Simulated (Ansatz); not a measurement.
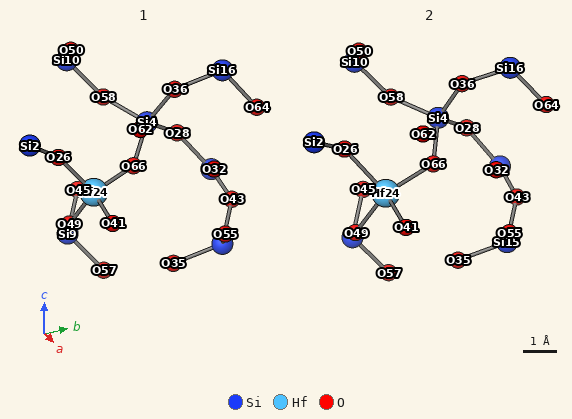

Two geometries of a defect cell of composition Si$_{23}$HfO$_{48}$, drawn at one scale. One is the start of a relaxation, the other its converged end. Style: ball-and-stick. Shown: the atoms within 4.2 Å of the atom that moves most (axes of the cell of the calculation (origin shifted)), slightly off an axis.

The calculation used DFT, PBEsol, PAW, plane waves in Ansatz 0.2.0. (plane-wave cutoff 420 eV; k-point mesh 1 × 1 × 1; mesh shifted by (0.25, 0.25, 0.25); no spin polarisation; atoms relaxed in a fixed cell; force threshold 0.03 eV/Å; at most 80 steps)

Question: Which geometry has the lower energy?

Answer: Structure 2 is the relaxed one. The atoms of the start lie slightly off their symmetric places, so part of the fall in energy undoes that. The largest moves, 0.46 Å, are those of O atoms. By element the largest moves are O 0.46 Å, Si 0.24 Å, Hf 0.20 Å. The cell stays as it was. Among the contacts that change: Hf–O 1.604 → 1.920 Å, Hf–O 1.640 → 1.926 Å, O–Si 1.689 → 1.618 Å, O–Si 1.577 → 1.623 Å. Bond angles that change, for instance: Si–O–Hf 144.8° → 133.9°, Si–O–Si 143.8° → 135.3°, Si–O–Hf 141.7° → 134.1°. After 5 geometry steps the energy has fallen by 10.102 eV per cell of the calculation. The largest force component goes from 17 to 0.0099 eV/Å. The run took 5.2 s on 1 × NVIDIA GB200 with 8 threads of Arm Neoverse-V2, peak memory 1.9 GiB.
